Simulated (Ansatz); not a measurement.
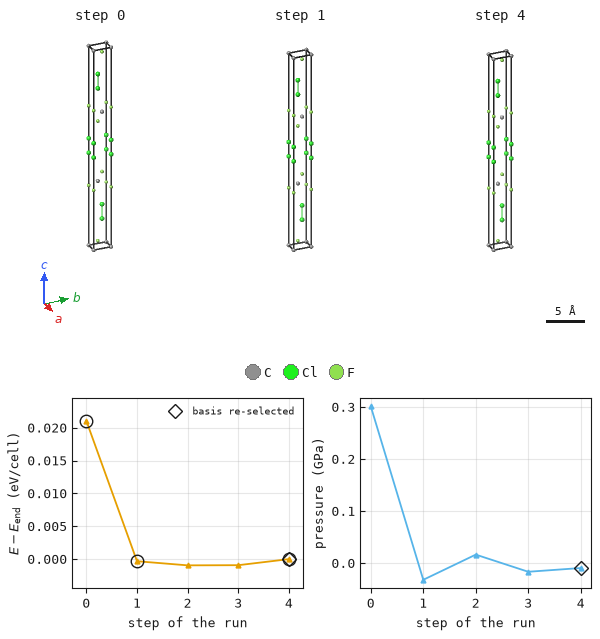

Frames of a relaxation of crystalline CCl$_{2}$F$_{2}$ (built on the CaGa2As2-166 type type), marked on the history of the run. The picture is a ball-and-stick view of the conventional cell (3 times the calculation's cell), seen slightly off an axis. Lengths and directions refer to the drawn axes.

Theory: DFT, r2SCAN+rVV10, plane waves, PAW in Ansatz 0.2.0. (plane-wave cutoff 500 eV; k-point mesh 8 × 8 × 8; occupations fermi dirac; smearing width 0.03 eV; no spin polarisation; cell and atoms relaxed; force threshold 0.01 eV/Å; at most 120 steps)

Describe the path.

Answer. The energy falls by 21.1 meV per cell of the calculation in 3 accepted moves (4 points after the start). The largest force component goes from 0.11 to 0.0022 eV/Å. Pressure: 0.30 GPa at the start and −0.01 GPa at the end. At 1 point the geometry stayed and the basis and grid were re-selected for the new cell (energy shift of 0.9 meV per cell of the calculation at most each time). The largest moves relative to the cell, 0.042 Å, are those of Cl atoms. Largest moves by element: Cl 0.042 Å, F 0.036 Å. C stays in place. The volume changes by −3.1 %, with a = b 3.162 → 3.182 Å (+0.6 %), c 27.408 → 26.237 Å (−4.3 %). The space group stays R-3m (No. 166). From step 0 to 1: Cl and F atoms move most (0.04 Å), volume −2.7 %, energy −21.4 meV per cell of the calculation. From step 1 to 4: volume −0.4 %, energy +0.3 meV per cell of the calculation.

```json
{"step": "0", "E − E(0), meV/atom": "0.00", "largest force component, eV/Å": "0.1134", "pressure, GPa": "0.30", "volume, Å³/atom": "15.823", "note": ""}
{"step": "1", "E − E(0), meV/atom": "-4.27", "largest force component, eV/Å": "0.0309", "pressure, GPa": "-0.03", "volume, Å³/atom": "15.401", "note": ""}
{"step": "2", "E − E(0), meV/atom": "-4.40", "largest force component, eV/Å": "0.0074", "pressure, GPa": "0.02", "volume, Å³/atom": "15.308", "note": ""}
{"step": "3", "E − E(0), meV/atom": "-4.39", "largest force component, eV/Å": "0.0023", "pressure, GPa": "-0.02", "volume, Å³/atom": "15.339", "note": ""}
{"step": "4", "E − E(0), meV/atom": "-4.21", "largest force component, eV/Å": "0.0022", "pressure, GPa": "-0.01", "volume, Å³/atom": "15.339", "note": "same geometry, new basis"}
```
